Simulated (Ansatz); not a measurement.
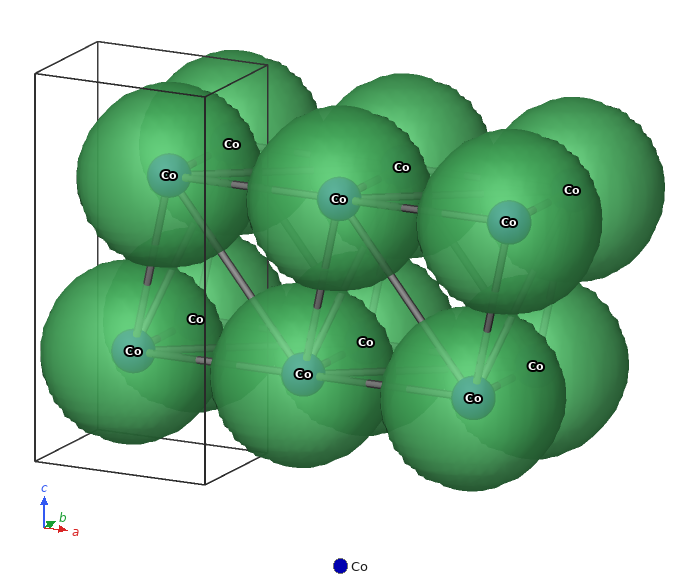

*Co. Isosurface of the valence charge density (pseudo) at 0.6 e/Å³ (green), seen slightly off an axis. Sticks mark near contacts.*

Space group P6₃/mmc; a structure from a database of computed crystals, not necessarily the ambient phase; computed pressure about 16 GPa in this cell; spin-polarised.

Theory: Kohn-Sham DFT of a periodic cell, PBE0, Ansatz PAW (Ansatz 0.2.0).

In a PAW calculation such maps are meaningful between the atoms, not at the nuclei.

Input

```
crystal:
  lattice:
    - [2.4215367659, 0.0, 0.0]
    - [-1.210768383, 2.0971123555, 0.0]
    - [0.0, 0.0, 3.9390568819]
  atoms:
    - { symbol: Co, position: [0.6666666667, 0.3333333333, 0.75], spin: 2.0 }
    - { symbol: Co, position: [0.3333333333, 0.6666666667, 0.25], spin: 2.0 }
hamiltonian:
  xc: pbe0
  pseudopotentials: { kind: paw }
magnetization:
  spin_polarized: true
kpoints:
  mp_grid: { grid: [8, 8, 4] }
scf:
  occupations: { method: fermi_dirac, width: 0.05 }
output:
  forces: true
  stress: true
  eigenvalues: true
  write_density: true
  write_potential: true
  elf: true
  volumetric_format: npy
```

Below, planes, directions and counts refer to the conventional cell (a = 2.42 Å, b = 2.42 Å, c = 3.94 Å, α = 90.00°, β = 90.00°, γ = 120.00°).

**Which contacts does the surface bridge?**

At this value the density breaks into separate islands; it holds about 85 % of the electrons treated as valence (semicore included). It bridges none of the near contacts. It is pinched off along the shortest Co–Co (2.42 Å) contacts. On the grid the lowest density along these lines, outside the cores, is 0.39 e/Å³ (Co–Co, 2.42 Å).

**Does the calculation give a band gap?**

It is metallic or semimetallic at this level of theory: no gap opens.
